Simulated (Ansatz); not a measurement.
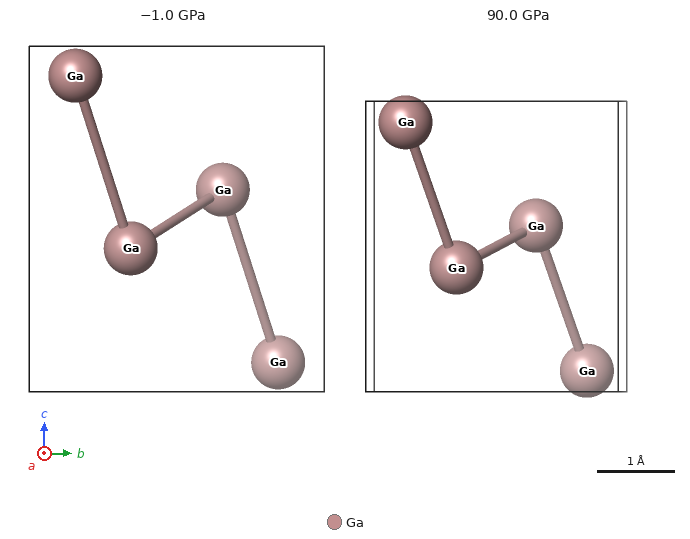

A crystal of Ga (set up in Cmce), relaxed (cell and atoms) at several target pressures. The picture shows the first and the last member. Style: ball-and-stick. Shown: the cell of the calculation, along the a axis.

Computed with Ansatz 0.2.0: DFT r2SCAN, scalar-relativistic, plane waves, PAW. Settings: plane-wave cutoff 500 eV; k-point mesh 12 × 12 × 10 at −1.0 to 50.0, 12 × 12 × 12 at 90.0 GPa; occupations gaussian; smearing width 0.1 eV; no spin polarisation; cell and atoms relaxed; force threshold 0.008 eV/Å.

```tsv
pressure (GPa)	volume (Å³/atom)	a (Å)	c (Å)
−1.0	19.524	4.431	4.543
0.0	19.208	4.408	4.518
1.0	18.914	4.386	4.495
4.0	18.176	4.333	4.436
12.0	?	?	?
25.0	15.294	4.109	4.189
50.0	13.594	3.973	4.015
90.0	12.004	3.855	3.819
```

**One row is withheld. What does the calculation give there?**

Murnaghan's form V = V₀(1 + B′P/B₀)^(−1/B′), with V₀ = 19.208 Å³ from the row at zero pressure, fits the other rows with B₀ = 67.8 GPa and B′ = 3.88 (largest miss 0.038 Å³). At 12.0 GPa it gives 19.208 × (1 + 3.88 × 12.0/67.8)^(−1/3.88) = 16.787 Å³ per atom. The calculation gives 16.764 Å³/atom (a = 4.226 Å, c = 4.319 Å). The estimate is 0.023 Å³/atom too high. From the first member to the last: Ga–Ga 2.779 → 2.348 Å, Ga–Ga 2.706 → 2.304 Å, Ga–Ga 2.504 → 2.130 Å.

The whole series:

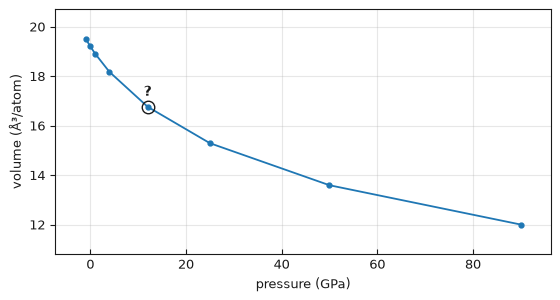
